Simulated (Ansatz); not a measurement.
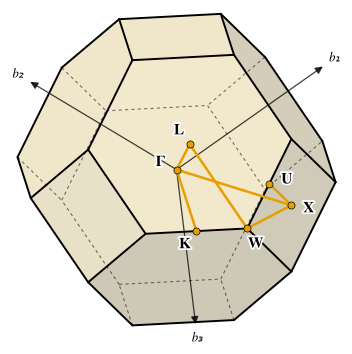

For AlP, the end point of a relaxation with Ansatz, DFT PBEsol, scalar-relativistic, plane waves, PAW: the first Brillouin zone and its special points. Symmetry computed with spglib at a tolerance of 0.002 Å; standard conventional cell.

Space group No. 216, F-43m; a = 5.470 Å, b = 5.470 Å, c = 5.470 Å, α = 90.00°, β = 90.00°, γ = 90.00°.

Labels and path follow the convention of Hinuma et al. (2017), as computed by seekpath; the arrows show the directions of the reciprocal primitive vectors b₁, b₂, b₃, in which coordinates are given; lengths include the factor 2π.

> List the special points with their coordinates and distances from Γ.

| point | k₁ | k₂ | k₃ | length of k (1/Å) |
| --- | --- | --- | --- | --- |
| Γ | 0 | 0 | 0 | 0.000 |
| X | 1/2 | 0 | 1/2 | 1.149 |
| L | 1/2 | 1/2 | 1/2 | 0.995 |
| W | 1/2 | 1/4 | 3/4 | 1.284 |
| K | 3/8 | 3/8 | 3/4 | 1.218 |
| U | 5/8 | 1/4 | 5/8 | 1.218 |

> What is the zone's volume?

(2π)³ over the primitive cell's volume of 40.92 Å³: 6.06 Å⁻³.
